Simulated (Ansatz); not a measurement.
Co (I4_1/amd, No. 141): the geometry relaxed with Ansatz, DFT, r2SCAN, plane waves (500 eV) with PAW, scalar-relativistic; the starting structure was generated, so it need not be a known form of this composition.

```cif
data_structure
_symmetry_space_group_name_H-M 'I4_1/amd:1'
_symmetry_Int_Tables_number 141
_cell_length_a 4.2404
_cell_length_b 4.2404
_cell_length_c 2.4256
_cell_angle_alpha 90.000
_cell_angle_beta 90.000
_cell_angle_gamma 90.000
_cell_volume 43.61
loop_
_atom_site_label
_atom_site_type_symbol
_atom_site_symmetry_multiplicity
_atom_site_Wyckoff_symbol
_atom_site_fract_x
_atom_site_fract_y
_atom_site_fract_z
_atom_site_occupancy
Co1 Co 4 a 0.00000 0.00000 0.00000 1
```

What will a dark-field STEM-like image along [001] show? The image is simulated as a sum over atoms of Z^1.6, blurred by a 1.11 Å probe (no channelling). The probe carries 25 % of its weight in a tail 2.5 times as wide. Shot noise and the speckle of an amorphous layer were added.

Answer. The columns repeat on a square net with a repeat of 2.12 Å (plane group p4mm). All columns are alike (Co). The shortest distance between visible columns is 2.12 Å in projection. Along the beam the structure repeats every 2.43 Å.

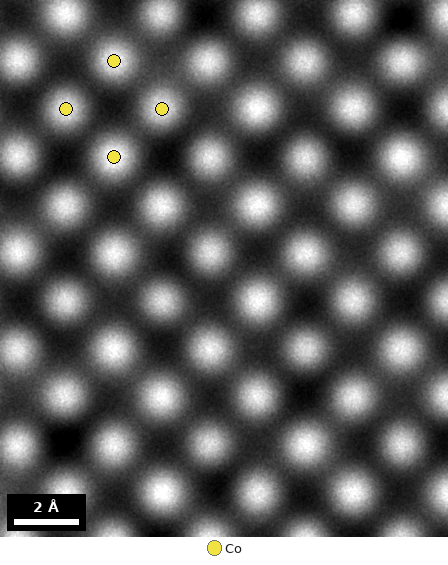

The simulated image, with the columns of the model marked in one corner.
